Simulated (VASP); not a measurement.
# Geometry relaxation, with input and output: CdSe

The run: geometry relaxation of CdSe (Pm-3m, 2 atoms in the cell). Method and program: DFT, plane waves, PAW, settings varied from a PBEsol run (VASP 6.6.1).

The structure was built on a prototype by a generator. The geometry comes from this level: PBE.

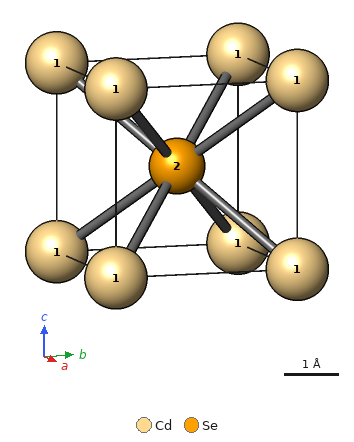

Fig. 1: The structure as given in the input (ball-and-stick view of the cell of the calculation, seen slightly off an axis; atoms are numbered from 1 in the order of the input). Near neighbours in the crystal (not all of them lie inside the picture): Cd has 8 Se at 3.08 Å; Se has 8 Cd at 3.08 Å.

## INCAR
```
ENCUT = 600.000000
SIGMA = 0.020000
EDIFF = 1.00e-07
EDIFFG = -5.00e-03
GGA = PS
PREC = Accurate
ISIF = 3
ISMEAR = -1
NBANDS = 16
NELM = 120
NSW = 40
LASPH = .TRUE.
LCHARG = .FALSE.
LWAVE = .FALSE.
LREAL = .FALSE.
IBRION = 2
POTIM = 0.2
```

## KPOINTS
```
KPOINTS created by Atomic Simulation Environment
0
Gamma
6 6 6
0 0 0
```

## POSCAR
```
Cd Se
 1.0000000000000000
     3.5571112203489168    0.0000000000000000    0.0000000000000000
     0.0000000000000000    3.5571112203489168    0.0000000000000000
     0.0000000000000000    0.0000000000000000    3.5571112203489168
 Cd  Se
   1   1
Cartesian
 -0.0000000000000000 -0.0000000000000000 -0.0000000000000000
  1.7785556101744584  1.7785556101744584  1.7785556101744584
```

Machine: 1 CPU thread, shared host.

Command:
```bash
mpirun -np 1 vasp_std
```

## OSZICAR
```
N       E                     dE             d eps       ncg     rms          rms(c)
DAV:   1     0.108891949101E+03    0.10889E+03   -0.10077E+04   664   0.118E+03
DAV:   2    -0.193811495487E+01   -0.11083E+03   -0.10340E+03   808   0.264E+02
DAV:   3    -0.557239227618E+01   -0.36343E+01   -0.36266E+01   744   0.478E+01
DAV:   4    -0.558223019159E+01   -0.98379E-02   -0.98377E-02   808   0.250E+00
DAV:   5    -0.558226206158E+01   -0.31870E-04   -0.31870E-04   768   0.131E-01    0.456E+00
DAV:   6    -0.506984066334E+01    0.51242E+00   -0.87643E-01   704   0.107E+01    0.414E+00
DAV:   7    -0.506310669663E+01    0.67340E-02   -0.65964E-02   688   0.221E+00    0.213E+00
DAV:   8    -0.505910636709E+01    0.40003E-02   -0.10838E-02   664   0.105E+00    0.281E-01
DAV:   9    -0.505799716498E+01    0.11092E-02   -0.24792E-03   744   0.550E-01    0.103E-01
DAV:  10    -0.505780729899E+01    0.18987E-03   -0.32969E-04   696   0.216E-01    0.422E-02
DAV:  11    -0.505783371057E+01   -0.26412E-04   -0.48227E-05   696   0.515E-02    0.255E-02
DAV:  12    -0.505781007746E+01    0.23633E-04   -0.14645E-05   680   0.304E-02    0.331E-03
DAV:  13    -0.505780991259E+01    0.16487E-06   -0.22249E-06   736   0.949E-03    0.150E-03
DAV:  14    -0.505780991345E+01   -0.86038E-09   -0.59953E-08   448   0.182E-03
   1 F= -.50578099E+01 E0= -.50552773E+01  d E =-.505781E+01
       N       E                     dE             d eps       ncg     rms          rms(c)
DAV:   1    -0.523292379765E+01   -0.17511E+00   -0.27563E+00   704   0.185E+01    0.271E+00
DAV:   2    -0.509495729570E+01    0.13797E+00   -0.27368E-01   696   0.709E+00    0.785E-01
DAV:   3    -0.508258839720E+01    0.12369E-01   -0.32852E-02   760   0.210E+00    0.719E-01
DAV:   4    -0.508165980512E+01    0.92859E-03   -0.19643E-03   656   0.468E-01    0.838E-02
DAV:   5    -0.508158755286E+01    0.72252E-04   -0.14540E-04   728   0.151E-01    0.347E-02
DAV:   6    -0.508158934592E+01   -0.17931E-05   -0.21650E-05   672   0.401E-02    0.172E-02
DAV:   7    -0.508159242586E+01   -0.30799E-05   -0.35692E-06   704   0.195E-02    0.486E-03
DAV:   8    -0.508159254162E+01   -0.11576E-06   -0.29044E-07   664   0.572E-03    0.652E-04
DAV:   9    -0.508159249466E+01    0.46955E-07   -0.63126E-09   352   0.769E-04
   2 F= -.50815925E+01 E0= -.50790419E+01  d E =-.237826E-01
       N       E                     dE             d eps       ncg     rms          rms(c)
DAV:   1    -0.523560972202E+01   -0.15402E+00   -0.26377E+00   712   0.184E+01    0.264E+00
DAV:   2    -0.510345873002E+01    0.13215E+00   -0.26140E-01   704   0.711E+00    0.793E-01
DAV:   3    -0.509132647838E+01    0.12132E-01   -0.30869E-02   768   0.203E+00    0.698E-01
DAV:   4    -0.509048580961E+01    0.84067E-03   -0.24262E-03   672   0.505E-01    0.821E-02
DAV:   5    -0.509039751468E+01    0.88295E-04   -0.13657E-04   664   0.999E-02    0.554E-02
DAV:   6    -0.509039525874E+01    0.22559E-05   -0.22052E-05   696   0.504E-02    0.198E-02
DAV:   7    -0.509039929567E+01   -0.40369E-05   -0.34552E-06   696   0.194E-02    0.476E-03
DAV:   8    -0.509039945557E+01   -0.15991E-06   -0.30658E-07   640   0.560E-03    0.740E-04
DAV:   9    -0.509039941900E+01    0.36571E-07   -0.68454E-09   368   0.700E-04
   3 F= -.50903994E+01 E0= -.50878861E+01  d E =-.325895E-01
       N       E                     dE             d eps       ncg     rms          rms(c)
DAV:   1    -0.509128750541E+01   -0.88805E-03   -0.15591E-02   704   0.144E+00    0.213E-01
DAV:   2    -0.509052031451E+01    0.76719E-03   -0.14883E-03   720   0.521E-01    0.645E-02
DAV:   3    -0.509044818681E+01    0.72128E-04   -0.18464E-04   776   0.168E-01    0.616E-02
DAV:   4    -0.509044459854E+01    0.35883E-05   -0.10300E-05   672   0.332E-02    0.223E-02
DAV:   5    -0.509044356283E+01    0.10357E-05   -0.21873E-06   728   0.186E-02    0.249E-03
DAV:   6    -0.509044377492E+01   -0.21209E-06   -0.40043E-07   672   0.534E-03    0.171E-03
DAV:   7    -0.509044371297E+01    0.61951E-07   -0.98969E-09   336   0.100E-03
   4 F= -.50904437E+01 E0= -.50879351E+01  d E =-.326338E-01
```

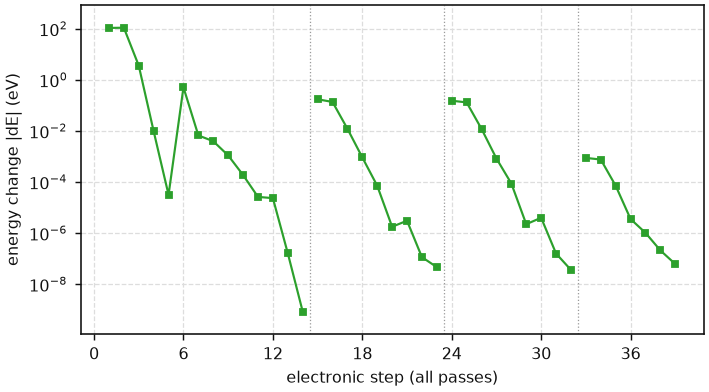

Fig. 2: Convergence of the self-consistent field: energy change |dE| against the electronic step. Each stretch between dotted lines is the SCF of one geometry step of a relaxation. The 4 ionic steps take 7 to 14 electronic steps each. The density is held fixed in the first few steps, and dE rises again when its update begins.

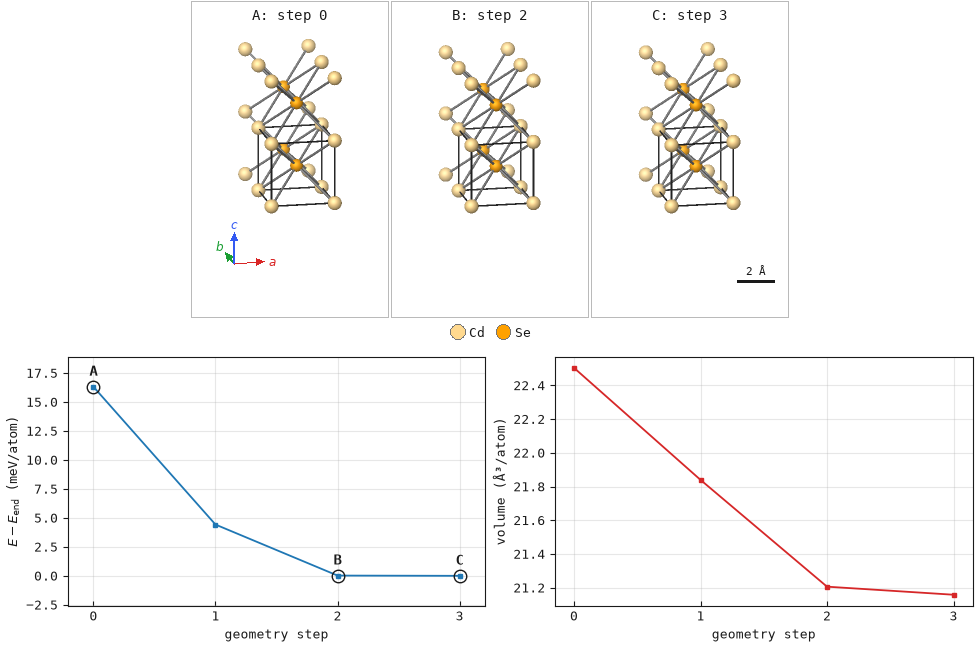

Fig. 3: Frames of the relaxation (ball-and-stick view of the cell of the calculation, repeated 1 × 2 × 2, seen slightly off an axis) above the curves, on which the letters mark them (steps are counted from 0).

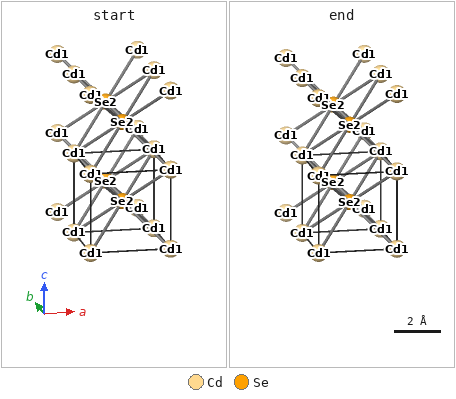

Fig. 4: Before (left) and after (right) the relaxation, at one scale (ball-and-stick view of the cell of the calculation, repeated 1 × 2 × 2, seen slightly off an axis). The atoms keep their places relative to the cell (all moves are under 0.005 Å). The drawn cell changes as follows: a = b = c 3.557 → 3.485 Å (−2.0 %); the volume changes by −6.0 %. Distances before and after: Cd1–Se2 3.081 → 3.018 Å. The space group stays Pm-3m (No. 221). The energy falls by 16.3 meV per atom in 3 geometry steps. All forces vanish by symmetry, so only the cell relaxes. (Atoms are counted from 1 in the order of the input.)

## Parts of OUTCAR
```
k-points           NKPTS =     20   k-points in BZ     NKDIM =     20   number of bands    NBANDS=     16

   NELECT =      18.0000    total number of electrons

   dimension x,y,z NGX =    28 NGY =   28 NGZ =   28
   dimension x,y,z NGXF=    56 NGYF=   56 NGZF=   56

  energy-cutoff  :      600.00
  volume of cell :       42.32
      direct lattice vectors                 reciprocal lattice vectors
     3.484745765 -0.000000000  0.000000000     0.286964980  0.000000000  0.000000000
    -0.000000000  3.484745765  0.000000000     0.000000000  0.286964980  0.000000000
    -0.000000000 -0.000000000  3.484745765    -0.000000000 -0.000000000  0.286964980

 k-points in reciprocal lattice and weights: KPOINTS created by Atomic Simulation Env
   0.00000000  0.00000000  0.00000000       0.005
   0.16666667  0.00000000  0.00000000       0.028
   0.33333333  0.00000000  0.00000000       0.028
   0.50000000  0.00000000  0.00000000       0.014
   0.16666667  0.16666667  0.00000000       0.056
   0.33333333  0.16666667  0.00000000       0.111
   0.50000000  0.16666667  0.00000000       0.056
   0.33333333  0.33333333  0.00000000       0.056
   0.50000000  0.33333333  0.00000000       0.056
   0.50000000  0.50000000  0.00000000       0.014
   0.16666667  0.16666667  0.16666667       0.037
   0.33333333  0.16666667  0.16666667       0.111
   0.50000000  0.16666667  0.16666667       0.056
   0.33333333  0.33333333  0.16666667       0.111
   0.50000000  0.33333333  0.16666667       0.111
   0.50000000  0.50000000  0.16666667       0.028
   0.33333333  0.33333333  0.33333333       0.037
   0.50000000  0.33333333  0.33333333       0.056
   0.50000000  0.50000000  0.33333333       0.028
   0.50000000  0.50000000  0.50000000       0.005

 E-fermi :   3.7430

 k-point     1 :       0.0000    0.0000    0.0000
  band No.  band energies     occupation
      1     -10.3437      2.00000
      2      -5.0926      2.00000
      3      -5.0926      2.00000
      4      -4.5945      2.00000
      5      -4.5945      2.00000
      6      -4.5945      2.00000
      7       2.2032      2.00000
      8       2.3902      2.00000
      9       2.3902      2.00000
     10       2.3902      2.00000
     11       9.7194      0.00000
     12       9.7194      0.00000
     13      14.7354      0.00000
     14      14.7354      0.00000
     15      14.7354      0.00000
     16      18.6234      0.00000

 k-point     2 :       0.1667    0.0000    0.0000
  band No.  band energies     occupation
      1     -10.1375      2.00000
      2      -5.0781      2.00000
      3      -5.0261      2.00000
      4      -4.6607      2.00000
      5      -4.6607      2.00000
      6      -4.5893      2.00000
      7       0.0027      2.00000
      8       2.6839      2.00000
      9       2.6839      2.00000
     10       4.0710      0.00000
     11       9.8750      0.00000
     12      10.5952      0.00000
     13      13.3126      0.00000
     14      13.3126      0.00000
     15      13.7792      0.00000
     16      17.7118      0.00000

 k-point     3 :       0.3333    0.0000    0.0000
  band No.  band energies     occupation
      1      -9.6469      2.00000
      2      -5.0487      2.00000
      3      -4.9600      2.00000
      4      -4.7864      2.00000
      5      -4.7864      2.00000
      6      -4.5790      2.00000
      7      -1.8814      2.00000
      8       3.3618      2.00000
      9       3.3618      2.00000
     10       5.3850      0.00000
     11       9.4726      0.00000
     12      10.2734      0.00000
     13      11.2350      0.00000
     14      11.2350      0.00000
     15      15.4856      0.00000
     16      16.0695      0.00000

 k-point     4 :       0.5000    0.0000    0.0000
  band No.  band energies     occupation
      1      -9.3407      2.00000
      2      -5.0340      2.00000
      3      -5.0126      2.00000
      4      -4.8462      2.00000
      5      -4.8462      2.00000
      6      -4.5738      2.00000
      7      -2.5699      2.00000
      8       3.7749      0.33781
      9       3.7749      0.33781
     10       6.4446      0.00000
     11       7.9332      0.00000
     12      10.3115      0.00000
     13      10.3115      0.00000
     14      10.5504      0.00000
     15      14.5871      0.00000
     16      18.7362      0.00000

 k-point     5 :       0.1667    0.1667    0.0000
  band No.  band energies     occupation
      1      -9.9472      2.00000
      2      -5.0434      2.00000
      3      -4.9681      2.00000
      4      -4.7103      2.00000
      5      -4.6676      2.00000
      6      -4.6319      2.00000
      7      -0.1904      2.00000
      8       1.2926      2.00000
      9       2.9283      2.00000
     10       5.4280      0.00000
     11       9.9305      0.00000
     12      11.1509      0.00000
     13      11.5221      0.00000
     14      12.8486      0.00000
     15      14.5975      0.00000
     16      16.5824      0.00000

 [... the levels of 14 k-points are left out ...]

 k-point    20 :       0.5000    0.5000    0.5000
  band No.  band energies     occupation
      1      -7.9462      2.00000
      2      -5.2654      2.00000
      3      -5.2654      2.00000
      4      -5.2654      2.00000
      5      -4.3945      2.00000
      6      -4.3945      2.00000
      7       1.3943      2.00000
      8       1.3943      2.00000
      9       1.3943      2.00000
     10       4.9158      0.00000
     11       4.9158      0.00000
     12       4.9158      0.00000
     13       5.4981      0.00000
     14      21.1419      0.00000
     15      21.1419      0.00000
     16      21.1419      0.00000

  Total        0.0022942      0.0022942      0.0022942     -0.0000000      0.0000000     -0.0000000
  in kB        0.0868600      0.0868600      0.0868600     -0.0000000      0.0000000     -0.0000000
  external PRESSURE =       0.0868600 kB  Pullay stress =       0.0000000 kB

 POSITION                                       TOTAL-FORCE (eV/Angst)
 -----------------------------------------------------------------------------------
      0.00000      0.00000      0.00000         0.000000      0.000000      0.000000
      1.74237      1.74237      1.74237        -0.000000     -0.000000      0.000000
 -----------------------------------------------------------------------------------
    total drift:                               -0.000000      0.000000     -0.000000

  FREE ENERGIE OF THE ION-ELECTRON SYSTEM (eV)
  ---------------------------------------------------
  free  energy   TOTEN  =        -5.0904437130 eV

  energy  without entropy=       -5.0854265668  energy(sigma->0) =       -5.08793514
```

## CONTCAR
```
Cd Se
   1.00000000000000
     3.4847457654129670   -0.0000000000000000    0.0000000000000000
    -0.0000000000000000    3.4847457654129670    0.0000000000000000
    -0.0000000000000000   -0.0000000000000000    3.4847457654129670
  Cd              Se
     1     1
Direct
     0.0000000000000000    0.0000000000000000    0.0000000000000000
     0.5000000000000000    0.5000000000000000    0.5000000000000000

  0.00000000E+00  0.00000000E+00  0.00000000E+00
  0.00000000E+00  0.00000000E+00  0.00000000E+00
```

## Trajectory as extended XYZ (Å, eV, eV/Å), 4 frames, from step=None to step=None
```
2
Lattice="3.5571 0.0000 0.0000 0.0000 3.5571 0.0000 0.0000 0.0000 3.5571" Properties=species:S:1:pos:R:3:forces:R:3 step=None energy=-5.05781
Cd    0.0000    0.0000    0.0000    0.0000   0.0000   0.0000
Se    1.7786    1.7786    1.7786    0.0000   0.0000   0.0000
2
Lattice="3.5218 -0.0000 0.0000 -0.0000 3.5218 0.0000 -0.0000 -0.0000 3.5218" Properties=species:S:1:pos:R:3:forces:R:3 step=None energy=-5.08159
Cd    0.0000    0.0000    0.0000    0.0000   0.0000   0.0000
Se    1.7609    1.7609    1.7609    0.0000   0.0000   0.0000
2
Lattice="3.4874 -0.0000 0.0000 -0.0000 3.4874 0.0000 -0.0000 -0.0000 3.4874" Properties=species:S:1:pos:R:3:forces:R:3 step=None energy=-5.09040
Cd    0.0000    0.0000    0.0000    0.0000   0.0000   0.0000
Se    1.7437    1.7437    1.7437    0.0000   0.0000   0.0000
2
Lattice="3.4847 -0.0000 0.0000 -0.0000 3.4847 0.0000 -0.0000 -0.0000 3.4847" Properties=species:S:1:pos:R:3:forces:R:3 step=None energy=-5.09044
Cd    0.0000    0.0000    0.0000    0.0000   0.0000   0.0000
Se    1.7424    1.7424    1.7424    0.0000   0.0000   0.0000
```

## Summary

- outcome: converged
- space group (tolerance 0.01 Å): Pm-3m (221)
- electrons treated: 18
- free energy: −5.0904 eV
- Fermi energy: 3.743 eV
- pressure: 0.01 GPa
- final volume: 42.32 Å³
- largest force (length of the vector) at the end: under 0.001 eV/Å
- final cell: a = 3.485 Å, b = 3.485 Å, c = 3.485 Å, α = 90.00°, β = 90.00°, γ = 90.00°
- wall time: 41 s
- peak memory: 0.17 GiB

## Remarks

Settings chosen away from the usual ones: IBRION = 2; POTIM = 0.2. The volume changed by more than 5 % on the plane waves of the start, so the result carries a basis error; a second relaxation from the end is advised.
